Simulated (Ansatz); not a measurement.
**WSi₆: geometry relaxation (part 1 of 3)**

System: WSi₆ (slab, 7 atoms in the cell).
Method: DFT PBEsol, scalar-relativistic, plane waves, PAW (Ansatz 0.2.0).

The structure derives from an entry of the Crystallography Open Database. The run did not end well. The input holds or restrains some coordinates. Forces given for the steps count only the free coordinates. It belongs to a series of runs on one base structure; here: W over the place (1/6, 0/6) of the surface cell, its height relaxed. Figures and captions count atoms from 1; the log counts them from 0 in places.

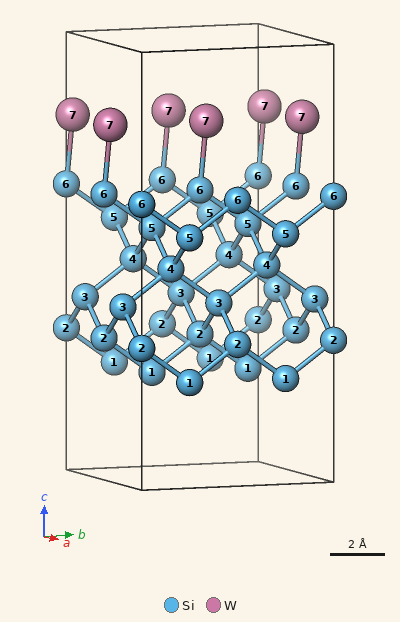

The input geometry (ball-and-stick view of the 2 × 2 repeat of the cell, with the vacuum cut short, seen slightly off an axis; atoms are numbered from 1 in the order of the input). An atom can appear more than once, as a periodic image.

Input
```yaml
crystal:
  lattice:
    - [3.8417168285, 0.0, 0.0]
    - [0.0, 3.8417168285, 0.0]
    - [0.0, 0.0, 25.7912600521]
  atoms:
    - { symbol: Si, position: [0.0, 0.5, 0.3295690084] }
    - { symbol: Si, position: [0.0, 0.0, 0.3822322752] }
    - { symbol: Si, position: [0.5, 0.0, 0.4348955421] }
    - { symbol: Si, position: [0.5, 0.5, 0.4872505114] }
    - { symbol: Si, position: [0.0, 0.5, 0.5400001596] }
    - { symbol: Si, position: [0.0, 0.0, 0.5916358883] }
    - { symbol: W, position: [0.1666666667, 0.0, 0.6947716015], spin: 4.0 }
basis:
  ecutwfc: 420
kpoints:
  mp_grid: { grid: [8, 8, 1] }
hamiltonian:
  xc: pbesol
scf:
  occupations: { method: gaussian, width: 0.05 }
output:
  forces: true
  eigenvalues: true
  populations: true
  write_density: true
  write_potential: true
  elf: true
  volumetric_format: npy
magnetization:
  spin_polarized: true
relax:
  adjacent_minimum: "off"
  f_tol: 0.02
  max_steps: 25
  constraints: [{ sites: [0, 1, 2, 3, 4, 5] }, { site: 6, fix: xy }]
efield:
  axis: 3
  dipole_correction: true
  ramp_width: 0.04
```

Machine: 1 thread of Intel Xeon @ 2.50GHz (Skylake/Cascade Lake), 189 GiB of memory available, shared host.

Launched with:
```bash
ansatz run input.yaml --threads 1 --pin off --max-ram 2560MiB --backend cpu --events-out ev --progress --plain --runs-dir out
```

Log
```
Engine: ansatz 0.2.0, x86_64-unknown-linux-gnu
Pseudopotentials: kind: paw
Pseudopotential: Si, paw, valence charge 4, recommended cutoff 420 eV (normal), Si.paw.azcp
Pseudopotential: W, paw, valence charge 14, recommended cutoff 420 eV (normal), W.paw.azcp
Functional definition: PBEsol
  exchange = pbesol_x
  correlation = pbesol_c
Crystal: 7 atoms, lattice volume = 380.648 Å³
Basis set: ecut = 420 eV, 7511 PW (Γ), exchange–correlation on 54×54×360 points (8 copies of the dense FFT grid, shifted against one another)
Bands: 28, of which v1, the nominal top of the filled ones, is band 19 counted from 1 (18 counted from 0)
Symmetry: 2 space group operations
k-points: 25 of 64 (time reversal used)
Non-local potential: Si, projectors of the file, l = 0: 2, l = 1: 2, l = 2: 2
Non-local potential: W, projectors of the file, l = 0: 3, l = 1: 2, l = 2: 2, l = 3: 1
PAW form: soft (Blöchl's): semilocal exchange-correlation on the pseudo side does not see the compensation charge
PAW frozen core: Si, regenerated for the run's functional, and the local potential with it (the file was generated under x = pbe(κ = 0.804, μ = 0.2195149727645171), c = pbe(β = 0.06672455060314922))
PAW frozen core: W, regenerated for the run's functional, and the local potential with it (the file was generated under x = pbe(κ = 0.804, μ = 0.2195149727645171), c = pbe(β = 0.06672455060314922))
PAW one-centre angular grid: Si, 110 points (default); XC on 64 Gauss nodes
PAW one-centre angular grid: W, 590 points (default); XC on 64 Gauss nodes
Initial density: superposition of atomic densities (neutral atoms: chi_scale 0, normalization atom)
Starting moments: Σ|m| = 4 μB on 1 of 7 sites
Initial wavefunctions: pseudopotential atomic-orbital guess
Functional: x = pbesol(κ = 0.804, μ = 0.12345679012345678), c = pbesol(β = 0.046)
SCF iter   1: F=—  HF=-13976.701176 eV  |F-HF|=—  |Δ(HF+E_count)|=         —  Δρ=1.59e-2 (↑1.59e-2 ↓1.36e-2)  dr2=2.21e1  dr2_m=1.01e-1  M=3.650 μB ∫|m|=4.038 μB  β_m=1.00  ethr=3.10e-3  p=-0.000 e·Å  D=-6.03e-7 V/Å  ΔV_dip=0.00 eV  dr2_dipole=1.09e1  V_vac-E_F(+/−)=5.88/5.88 eV  ⟨swp⟩=9.6  Hψ=8854  notcnv=0
Mixer restart at iter 1: flushing history
efield: sawtooth ramp at fractional position 0.9922 (placed from the atoms, in the widest stretch of the axis that holds none; the zero of the levels goes with the place), width 0.0400; the density the first Hamiltonian is built on has a dipole p = -0.000 e·Å; the dipole correction subtracts the counter field D = -6.03e-7 V/Å, which shifts the + side's vacuum level by +0.00 eV against the − side's; the planar-averaged density in the ramp window peaks in size at 9.1e-7 e/Å³
preconditioner: auto → LDOS  [metal: Δε(μ)=0.021 eV  Ē_g=6.507 eV  σ=0.050 eV  W_gap=0.23  n_scr=42 (ndim 8)  ℏωp=10.4 eV  f_vac=0.469  D(μ)=3.85/eV (n_scr^D=10)]
spin=Collinear: LDOS preconditioning applied to the charge; magnetization (m = ρ↑ − ρ↓) channel mixes plain (no charge-response kernel on spin).
SCF iter   2: F=—  HF=-13975.901869 eV  |F-HF|=—  |Δ(HF+E_count)|=   7.99e-1  Δρ=9.64e-3 (↑9.44e-3 ↓9.64e-3)  dr2=1.09e1  dr2_m=3.07e-3  M=3.723 μB ∫|m|=4.137 μB  β_m=0.53  ethr=3.10e-3  p=0.051 e·Å  D=2.40e-2 V/Å  ΔV_dip=-0.62 eV  dr2_dipole=5.43e0  V_vac-E_F(+/−)=5.21/5.83 eV  ⟨swp⟩=2.4  Hψ=2204  notcnv=0  defer=92
density mixer auto → msr1: a metal under ldos (density of states about μ 1.00 of a free-electron gas's, 42 screened modes)
SCF iter   3: F=—  HF=-13975.233614 eV  |F-HF|=—  |Δ(HF+E_count)|=   6.68e-1  Δρ=5.78e-3 (↑5.78e-3 ↓4.37e-3)  dr2=1.39e0  dr2_m=7.55e-2  M=3.790 μB ∫|m|=4.259 μB  β_m=0.67  ethr=3.10e-3  p=0.172 e·Å  D=8.17e-2 V/Å  ΔV_dip=-2.11 eV  dr2_dipole=9.54e-1  V_vac-E_F(+/−)=3.57/5.68 eV  ⟨swp⟩=3.6  Hψ=2903  notcnv=0  defer=128
SCF iter   4: F=—  HF=-13975.290853 eV  |F-HF|=—  |Δ(HF+E_count)|=   5.72e-2  Δρ=2.21e-3 (↑2.21e-3 ↓1.81e-3)  dr2=4.82e-2  dr2_m=1.28e-2  M=3.840 μB ∫|m|=4.280 μB  β_m=0.79  ethr=3.10e-3  p=0.138 e·Å  D=6.57e-2 V/Å  ΔV_dip=-1.70 eV  dr2_dipole=2.65e-2  V_vac-E_F(+/−)=3.93/5.63 eV  ⟨swp⟩=1.9  Hψ=1972  notcnv=0  defer=125
SCF iter   5: F=—  HF=-13975.315393 eV  |F-HF|=—  |Δ(HF+E_count)|=         —  Δρ=8.86e-4 (↑8.86e-4 ↓7.94e-4)  dr2=4.87e-3  dr2_m=2.15e-3  M=3.903 μB ∫|m|=4.349 μB  β_m=0.79  ethr=1.27e-4  p=0.132 e·Å  D=6.28e-2 V/Å  ΔV_dip=-1.62 eV  dr2_dipole=3.71e-4  V_vac-E_F(+/−)=3.92/5.54 eV  ⟨swp⟩=2.6  Hψ=2125  notcnv=0  defer=140
SCF iter   6: F=—  HF=-13975.318469 eV  |F-HF|=—  |Δ(HF+E_count)|=   3.08e-3  Δρ=3.53e-4 (↑2.25e-4 ↓3.53e-4)  dr2=1.17e-2  dr2_m=1.70e-4  M=3.916 μB ∫|m|=4.364 μB  β_m=0.85  ethr=1.28e-5  p=0.132 e·Å  D=6.28e-2 V/Å  ΔV_dip=-1.62 eV  dr2_dipole=4.99e-3  V_vac-E_F(+/−)=3.89/5.51 eV  ⟨swp⟩=2.2  Hψ=2270  notcnv=0  defer=140
SCF iter   7: F=—  HF=-13975.318775 eV  |F-HF|=—  |Δ(HF+E_count)|=   3.06e-4  Δρ=1.68e-4 (↑1.31e-4 ↓1.68e-4)  dr2=2.83e-3  dr2_m=4.30e-5  M=3.924 μB ∫|m|=4.376 μB  β_m=0.86  ethr=1.28e-5  p=0.132 e·Å  D=6.29e-2 V/Å  ΔV_dip=-1.62 eV  dr2_dipole=1.73e-3  V_vac-E_F(+/−)=3.86/5.49 eV  ⟨swp⟩=1.2  Hψ=1450  notcnv=0  defer=140
SCF iter   8: F=—  HF=-13975.318806 eV  |F-HF|=—  |Δ(HF+E_count)|=   3.13e-5  Δρ=5.69e-5 (↑4.34e-5 ↓5.69e-5)  dr2=5.83e-4  dr2_m=2.36e-6  M=3.928 μB ∫|m|=4.380 μB  β_m=0.88  ethr=7.44e-6  p=0.134 e·Å  D=6.35e-2 V/Å  ΔV_dip=-1.64 eV  dr2_dipole=3.27e-4  V_vac-E_F(+/−)=3.84/5.48 eV  ⟨swp⟩=1.2  Hψ=1420  notcnv=0  defer=140
SCF iter   9: F=—  HF=-13975.318820 eV  |F-HF|=—  |Δ(HF+E_count)|=   1.38e-5  Δρ=2.85e-5 (↑2.17e-5 ↓2.85e-5)  dr2=4.75e-5  dr2_m=8.93e-7  M=3.928 μB ∫|m|=4.379 μB  β_m=0.81  ethr=1.53e-6  p=0.133 e·Å  D=6.35e-2 V/Å  ΔV_dip=-1.64 eV  dr2_dipole=3.08e-5  V_vac-E_F(+/−)=3.84/5.47 eV  ⟨swp⟩=1.1  Hψ=1420  notcnv=0  defer=140
SCF iter  10: F=—  HF=-13975.318822 eV  |F-HF|=—  |Δ(HF+E_count)|=   2.03e-6  Δρ=1.64e-5 (↑1.43e-5 ↓1.64e-5)  dr2=1.67e-5  dr2_m=5.28e-7  M=3.928 μB ∫|m|=4.378 μB  β_m=0.89  ethr=1.25e-7  p=0.134 e·Å  D=6.36e-2 V/Å  ΔV_dip=-1.64 eV  dr2_dipole=6.86e-6  V_vac-E_F(+/−)=3.83/5.48 eV  ⟨swp⟩=2.1  Hψ=1937  notcnv=0  defer=140
SCF iter  11: F=-13975.318818 eV  HF=-13975.318825 eV  |F-HF|=6.19e-6  |Δ(HF+E_count)|=   2.27e-6  Δρ=9.72e-6 (↑5.92e-6 ↓9.72e-6)  dr2=4.97e-6  dr2_m=1.35e-7  M=3.927 μB ∫|m|=4.378 μB  ethr=2.63e-8  p=0.134 e·Å  D=6.36e-2 V/Å  ΔV_dip=-1.64 eV  dr2_dipole=2.07e-6  V_vac-E_F(+/−)=3.84/5.48 eV  ⟨swp⟩=22.1  Hψ=14017  notcnv=0
SCF 1 converged in 11 iterations: F = -13975.318818 eV  dr2 = 4.97e-6
  greatest PAW one-centre occupation: 1.000 electrons in one spin orbital (limit 2), on the W atom at site 6 (counted from 0), in its partial waves of l = 0
relax step   1: F+E_penalty+E_count = -13975.31881836 eV  Δ(F+E_penalty+E_count) = +0.000e0 eV  max|allowed force component| = 2.150e0 eV/Å  Δτ_max = 0.0000 Å  (11 SCF iters, dr2 threshold 1.00e-5 eV, accepted)
Initial density: handed on by an earlier stage of this run
Starting moments: Σ|m| = 4 μB on 1 of 7 sites; this step starts from the density that it was given
Initial wavefunctions: those handed on with the density
iter 1 solved again at ethr=5.53e-4 eV; its pass at ethr=3.10e-3 eV (dr2=2.10e-1 eV) is discarded
SCF iter   1: F=—  HF=-13975.499036 eV  |F-HF|=—  |Δ(HF+E_count)|=         —  Δρ=1.02e-2 (↑1.02e-2 ↓9.69e-3)  dr2=1.57e-1  dr2_m=3.26e-1  M=3.730 μB ∫|m|=4.090 μB  β_m=1.00  ethr=5.53e-4  p=0.134 e·Å  D=6.36e-2 V/Å  ΔV_dip=-1.64 eV  dr2_dipole=2.37e-2  V_vac-E_F(+/−)=3.83/5.47 eV  ⟨swp⟩=1.2  Hψ=6034  notcnv=0  defer=118
efield: sawtooth ramp at fractional position 0.9922 (handed on by an earlier solve), width 0.0400; the density the first Hamiltonian is built on has a dipole p = 0.134 e·Å; the dipole correction subtracts the counter field D = 6.36e-2 V/Å, which shifts the + side's vacuum level by -1.64 eV against the − side's; the planar-averaged density in the ramp window peaks in size at 1.1e-6 e/Å³
preconditioner: auto → LDOS  [metal: Δε(μ)=0.045 eV  Ē_g=6.116 eV  σ=0.050 eV  W_gap=0.41  n_scr=42 (ndim 8)  ℏωp=10.4 eV  f_vac=0.485  D(μ)=2.98/eV (n_scr^D=8)]
spin=Collinear: LDOS preconditioning applied to the charge; magnetization (m = ρ↑ − ρ↓) channel mixes plain (no charge-response kernel on spin).
SCF iter   2: F=—  HF=-13975.703226 eV  |F-HF|=—  |Δ(HF+E_count)|=   2.04e-1  Δρ=1.83e-3 (↑1.83e-3 ↓1.40e-3)  dr2=4.43e-2  dr2_m=1.95e-3  M=3.701 μB ∫|m|=4.062 μB  β_m=0.32  ethr=4.12e-4  p=0.142 e·Å  D=6.77e-2 V/Å  ΔV_dip=-1.75 eV  dr2_dipole=1.13e-2  V_vac-E_F(+/−)=3.72/5.47 eV  ⟨swp⟩=3.3  Hψ=2838  notcnv=0  defer=132
density mixer auto → msr1: a metal under ldos (density of states about μ 1.09 of a free-electron gas's, 42 screened modes)
SCF iter   3: F=—  HF=-13975.701636 eV  |F-HF|=—  |Δ(HF+E_count)|=   1.59e-3  Δρ=1.09e-3 (↑8.97e-4 ↓1.09e-3)  dr2=1.25e-2  dr2_m=1.09e-3  M=3.707 μB ∫|m|=4.074 μB  β_m=0.50  ethr=1.17e-4  p=0.145 e·Å  D=6.91e-2 V/Å  ΔV_dip=-1.78 eV  dr2_dipole=4.16e-3  V_vac-E_F(+/−)=3.69/5.47 eV  ⟨swp⟩=2.2  Hψ=1822  notcnv=0  defer=133
SCF iter   4: F=—  HF=-13975.704430 eV  |F-HF|=—  |Δ(HF+E_count)|=   2.79e-3  Δρ=2.90e-4 (↑2.82e-4 ↓2.90e-4)  dr2=1.05e-3  dr2_m=1.30e-4  M=3.724 μB ∫|m|=4.103 μB  β_m=0.62  ethr=3.29e-5  p=0.144 e·Å  D=6.82e-2 V/Å  ΔV_dip=-1.76 eV  dr2_dipole=3.24e-4  V_vac-E_F(+/−)=3.72/5.48 eV  ⟨swp⟩=2.1  Hψ=1908  notcnv=0  defer=133
SCF iter   5: F=—  HF=-13975.705316 eV  |F-HF|=—  |Δ(HF+E_count)|=   8.86e-4  Δρ=9.18e-5 (↑8.05e-5 ↓9.18e-5)  dr2=1.08e-4  dr2_m=1.95e-5  M=3.729 μB ∫|m|=4.115 μB  β_m=0.68  ethr=2.77e-6  p=0.142 e·Å  D=6.73e-2 V/Å  ΔV_dip=-1.74 eV  dr2_dipole=3.26e-5  V_vac-E_F(+/−)=3.74/5.48 eV  ⟨swp⟩=2.2  Hψ=1883  notcnv=0  defer=133
SCF iter   6: F=-13975.705286 eV  HF=-13975.705366 eV  |F-HF|=8.05e-5  |Δ(HF+E_count)|=   4.99e-5  Δρ=2.62e-5 (↑2.25e-5 ↓2.62e-5)  dr2=5.53e-5  dr2_m=6.86e-7  M=3.729 μB ∫|m|=4.118 μB  ethr=2.63e-7  p=0.141 e·Å  D=6.71e-2 V/Å  ΔV_dip=-1.73 eV  dr2_dipole=3.27e-5  V_vac-E_F(+/−)=3.75/5.48 eV  ⟨swp⟩=19.0  Hψ=14909  notcnv=0
SCF 2 converged in 6 iterations: F = -13975.705286 eV  dr2 = 5.53e-5
relax step   2: F+E_penalty+E_count = -13975.70528553 eV  Δ(F+E_penalty+E_count) = -3.865e-1 eV  max|allowed force component| = 1.722e0 eV/Å  Δτ_max = 0.1950 Å  (6 SCF iters, dr2 threshold 1.00e-4 eV, accepted)
iter 1 solved again at ethr=7.72e-4 eV; its pass at ethr=3.10e-3 eV (dr2=2.93e-1 eV) is discarded
SCF iter   1: F=—  HF=-13975.725905 eV  |F-HF|=—  |Δ(HF+E_count)|=         —  Δρ=1.05e-2 (↑1.05e-2 ↓9.58e-3)  dr2=2.35e-1  dr2_m=3.26e-1  M=3.551 μB ∫|m|=3.847 μB  β_m=1.00  ethr=7.72e-4  p=0.141 e·Å  D=6.71e-2 V/Å  ΔV_dip=-1.73 eV  dr2_dipole=5.59e-2  V_vac-E_F(+/−)=3.72/5.45 eV  ⟨swp⟩=1.1  Hψ=6079  notcnv=0  defer=119
efield: sawtooth ramp at fractional position 0.9922 (handed on by an earlier solve), width 0.0400; the density the first Hamiltonian is built on has a dipole p = 0.141 e·Å; the dipole correction subtracts the counter field D = 6.71e-2 V/Å, which shifts the + side's vacuum level by -1.73 eV against the − side's; the planar-averaged density in the ramp window peaks in size at 1.1e-6 e/Å³
preconditioner: auto → LDOS  [metal: Δε(μ)=0.005 eV  Ē_g=6.166 eV  σ=0.050 eV  W_gap=0.05  n_scr=42 (ndim 8)  ℏωp=10.4 eV  f_vac=0.493  D(μ)=3.65/eV (n_scr^D=10)]
spin=Collinear: LDOS preconditioning applied to the charge; magnetization (m = ρ↑ − ρ↓) channel mixes plain (no charge-response kernel on spin).
SCF iter   2: F=—  HF=-13975.922584 eV  |F-HF|=—  |Δ(HF+E_count)|=   1.97e-1  Δρ=2.10e-3 (↑2.10e-3 ↓1.59e-3)  dr2=6.68e-2  dr2_m=2.13e-3  M=3.518 μB ∫|m|=3.809 μB  β_m=0.32  ethr=6.19e-4  p=0.150 e·Å  D=7.11e-2 V/Å  ΔV_dip=-1.84 eV  dr2_dipole=1.80e-2  V_vac-E_F(+/−)=3.63/5.47 eV  ⟨swp⟩=2.8  Hψ=2755  notcnv=0  defer=129
density mixer auto → msr1: a metal under ldos (density of states about μ 1.10 of a free-electron gas's, 42 screened modes)
SCF iter   3: F=—  HF=-13975.922396 eV  |F-HF|=—  |Δ(HF+E_count)|=   1.88e-4  Δρ=1.37e-3 (↑1.07e-3 ↓1.37e-3)  dr2=1.58e-2  dr2_m=2.21e-3  M=3.524 μB ∫|m|=3.818 μB  β_m=0.55  ethr=1.76e-4  p=0.151 e·Å  D=7.18e-2 V/Å  ΔV_dip=-1.85 eV  dr2_dipole=3.46e-3  V_vac-E_F(+/−)=3.62/5.47 eV  ⟨swp⟩=2.1  Hψ=1729  notcnv=0  defer=133
SCF iter   4: F=—  HF=-13975.928433 eV  |F-HF|=—  |Δ(HF+E_count)|=   6.04e-3  Δρ=2.96e-4 (↑2.69e-4 ↓2.96e-4)  dr2=1.62e-3  dr2_m=1.67e-4  M=3.553 μB ∫|m|=3.858 μB  β_m=0.77  ethr=4.16e-5  p=0.147 e·Å  D=6.99e-2 V/Å  ΔV_dip=-1.80 eV  dr2_dipole=4.61e-4  V_vac-E_F(+/−)=3.67/5.47 eV  ⟨swp⟩=2.1  Hψ=2062  notcnv=0  defer=133
SCF iter   5: F=—  HF=-13975.929244 eV  |F-HF|=—  |Δ(HF+E_count)|=   8.11e-4  Δρ=9.62e-5 (↑7.98e-5 ↓9.62e-5)  dr2=1.86e-4  dr2_m=1.58e-5  M=3.556 μB ∫|m|=3.866 μB  β_m=0.81  ethr=4.25e-6  p=0.145 e·Å  D=6.90e-2 V/Å  ΔV_dip=-1.78 eV  dr2_dipole=4.79e-5  V_vac-E_F(+/−)=3.69/5.47 eV  ⟨swp⟩=2.1  Hψ=1827  notcnv=0  defer=133
SCF iter   6: F=-13975.929249 eV  HF=-13975.929331 eV  |F-HF|=8.18e-5  |Δ(HF+E_count)|=   8.64e-5  Δρ=4.74e-5 (↑4.74e-5 ↓3.87e-5)  dr2=7.24e-5  dr2_m=3.43e-6  M=3.558 μB ∫|m|=3.871 μB  ethr=2.63e-7  p=0.144 e·Å  D=6.87e-2 V/Å  ΔV_dip=-1.77 eV  dr2_dipole=3.36e-5  V_vac-E_F(+/−)=3.70/5.47 eV  ⟨swp⟩=19.2  Hψ=14782  notcnv=0
SCF 3 converged in 6 iterations: F = -13975.929249 eV  dr2 = 7.24e-5
relax step   3: F+E_penalty+E_count = -13975.92924902 eV  Δ(F+E_penalty+E_count) = -2.240e-1 eV  max|allowed force component| = 3.752e-1 eV/Å  Δτ_max = 0.1950 Å  (6 SCF iters, dr2 threshold 1.00e-4 eV, accepted)
```
